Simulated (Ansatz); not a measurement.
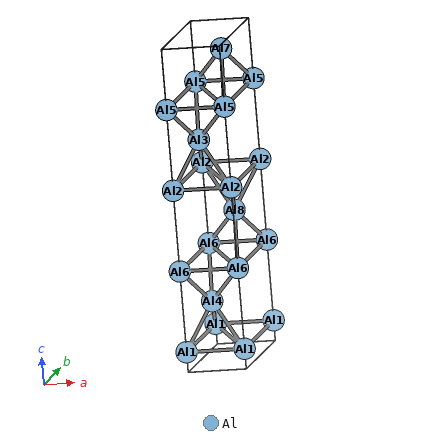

The system is Al (P6_3/mmc, No. 194; 8 atoms in the cell); the picture shows the reference structure. Gamma surface: rigid slide across a plane, one fault a cell; the plane is (0 0 1) of the conventional cell. Places are given modulo a cell vector. The map is drawn in real space over the plane of the slide. Nothing is relaxed (rigid halves, spacing across the cut fixed). Grid: 9 × 9 points; 19 points were computed and 62 follow by symmetry. Energies are in mJ/m², from the lowest grid point. Theory: DFT LDA+D3(BJ), scalar-relativistic, plane waves, PAW in Ansatz. Settings: cutoff 420 eV, k-mesh 16×16×3 in the order of the run's cell vectors, gaussian smearing 0.15 eV, no spin polarisation.

Its coordinates:

```
CELL_PARAMETERS angstrom
-2.77493 0.00000 0.00000
-1.38747 -2.40316 0.00000
0.00000 0.00000 18.21316
ATOMIC_POSITIONS crystal
Al 0.00000 0.00000 0.06250
Al 0.00000 0.00000 0.56250
Al 0.33333 0.33333 0.68750
Al 0.33333 0.33333 0.18750
Al 0.00000 0.00000 0.81250
Al 0.00000 0.00000 0.31250
Al 0.66667 0.66667 0.93750
Al 0.66667 0.66667 0.43750
```

Range: slide along a1 from 0.000 to 0.889; slide along a2 from 0.000 to 0.889.

### What landscape does the calculation give?

The lowest grid point is at (0/9, 0/9) of the cell vectors. There is a further well near (3/9, 3/9) of the cell vectors (14 mJ/m² above the lowest at that grid point). These are metastable stacking faults of the rigid slide. The highest grid point, (6/9, 6/9) of the cell vectors, lies 1468 mJ/m² above the lowest. On the interpolated surface the easiest way out of the lowest well to the well at (3/9, 3/9) of the cell vectors passes a barrier of about 145 mJ/m².

```csv
"slide along a2 ↓, slide along a1 →",0/9,1/9,2/9,3/9,4/9,5/9,6/9,7/9,8/9
8/9,66,66,271,596,900,1025,900,596,271
7/9,243,108,243,596,1016,1304,1304,1016,596
6/9,458,182,182,458,900,1304,1468,1304,900
5/9,604,254,119,254,604,1025,1304,1304,1025
4/9,604,283,80,80,283,604,900,1016,900
3/9,458,254,80,14,80,254,458,596,596
2/9,243,182,119,80,80,119,182,243,271
1/9,66,108,182,254,283,254,182,108,66
0/9,0,66,243,458,604,604,458,243,66
```

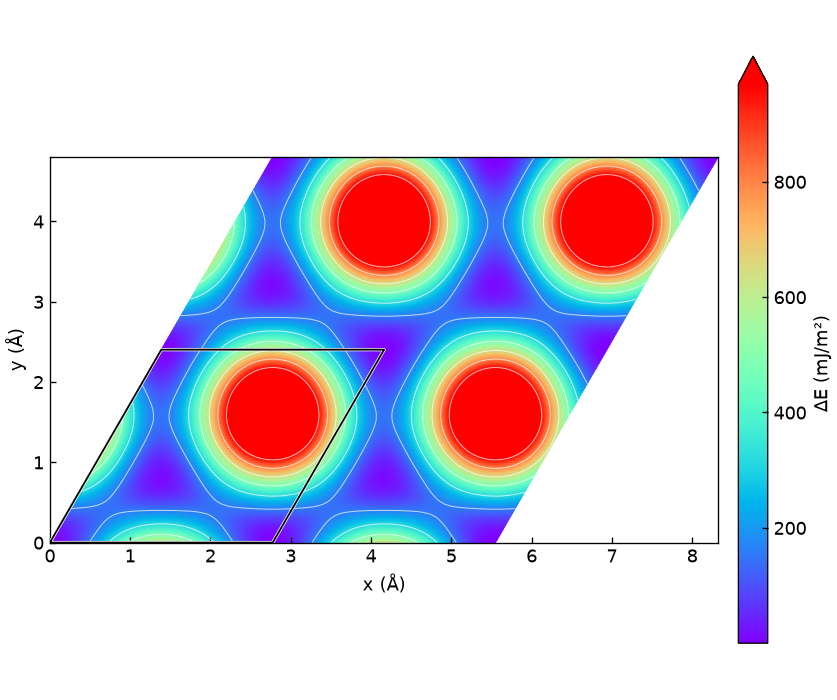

In the figure: a smooth colour map with a few white contour lines, the outline of one cell of the 2 × 2 shown, one colour for all values above the top of the scale. Between grid points the surface is interpolated.

The whole map (19 points run) took 19 min on 2 threads of Arm Neoverse N1, with other jobs on the host.

PAW datasets: the set soft_1.
